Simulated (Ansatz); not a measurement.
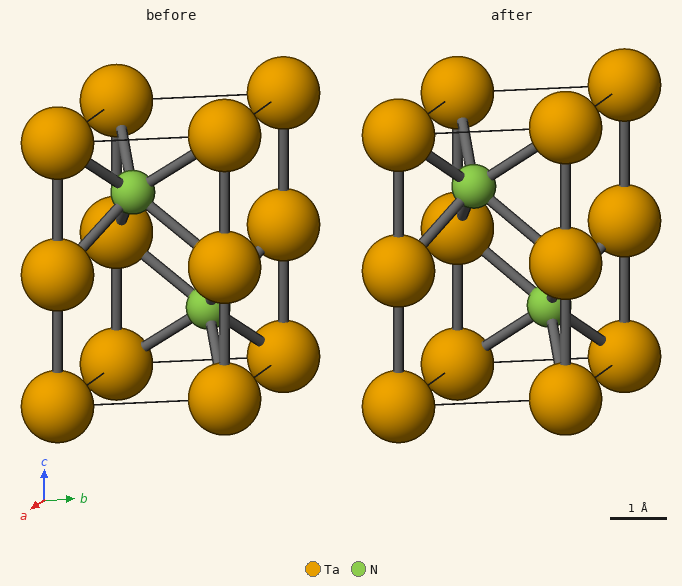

Left: a crystal of TaN (set up in P6_3/mmc). Right: the same structure after one change, at the same scale. A ball-and-stick model of the cell of the calculation, seen slightly off an axis.

All numbers below come from DFT, PBE, all-electron PAW with datasets made for the crystal, scalar-relativistic (Ansatz). (plane-wave cutoff 500 eV; k-point mesh 9 × 9 × 5; occupations fermi dirac; smearing width 0.01 eV; no spin polarisation)

### Which change leads from the left to the right?

The cell is strained by +3.0 % along c and none across it (volume +3.0 %), the atoms keeping their fractional coordinates. No relaxation follows.

### What does the change do?

The energy falls by 194 meV per atom. Pressure: 59.2 GPa before, 40.9 GPa after. The principal stresses (compression positive) are 91.1 GPa along c and 15.8 GPa across it. All forces vanish by symmetry. Near-neighbour distances before and after: Ta–Ta 2.459 → 2.533 Å, N–Ta 2.147 → 2.168 Å. The space group stays P6_3/mmc (No. 194).
